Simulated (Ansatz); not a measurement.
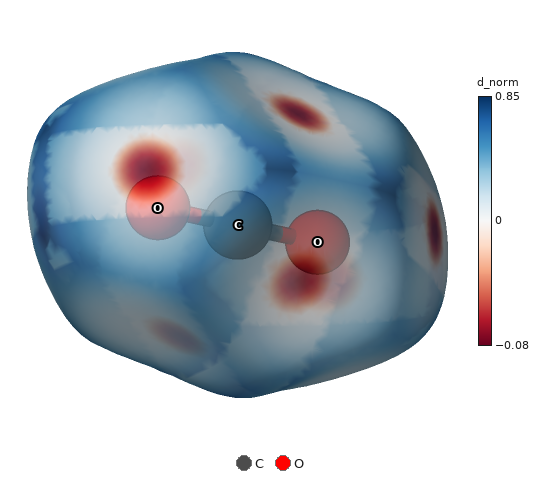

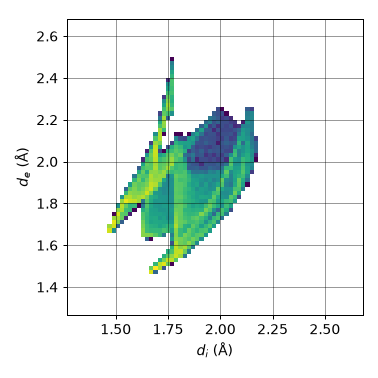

Hirshfeld surface computed for the CO2 molecule in CO2 (P4_2/mnm), coloured by d_norm. The second picture is its fingerprint plot, coloured by area on a logarithmic scale (dark little, yellow much).

The surface is where the fragment's share of the procrystal density (the sum of the densities of spherically averaged neutral Hartree-Fock atoms) equals one half. d_i and d_e are the distances from the surface to the nearest nucleus inside and outside; d_norm adds both, each measured against its van der Waals radius (Alvarez: C 1.77 Å, O 1.50 Å), so red marks contacts shorter than the sum of radii, white equal and blue longer.

The cell is taken from the end point of a relaxation at fixed volume with DFT PBE+D3(BJ), scalar-relativistic, plane waves, PAW in Ansatz.

```cif
data_structure
_symmetry_space_group_name_H-M 'P4_2/mnm'
_symmetry_Int_Tables_number 136
_cell_length_a 4.4826
_cell_length_b 4.4826
_cell_length_c 4.8306
_cell_angle_alpha 90.000
_cell_angle_beta 90.000
_cell_angle_gamma 90.000
_cell_volume 97.06
loop_
_atom_site_label
_atom_site_type_symbol
_atom_site_symmetry_multiplicity
_atom_site_Wyckoff_symbol
_atom_site_fract_x
_atom_site_fract_y
_atom_site_fract_z
_atom_site_occupancy
C1 C 2 a 0.50000 0.50000 0.50000 1
O1 O 4 f 0.31557 0.68443 0.50000 1
```

**Which contact with the surroundings is the closest relative to the atoms' sizes?**

O···C at 3.14 Å, 96 % of the sum of the van der Waals radii.

**How is the surface shared among contacts (both directions of a pair summed)?**

O···O 59 %, C···O 41 %.

**Give the size and shape of the surface.**

It encloses about 44.8 Å³, has an area of about 65 Å² and a globularity of 0.94 (1 for a sphere).

**Where does the fingerprint reach closest to the origin?**

The smallest d_i + d_e is about 3.1 Å, which belongs to the shortest contact, O···C at 3.14 Å; d_e runs from 1.47 to 2.45 Å.
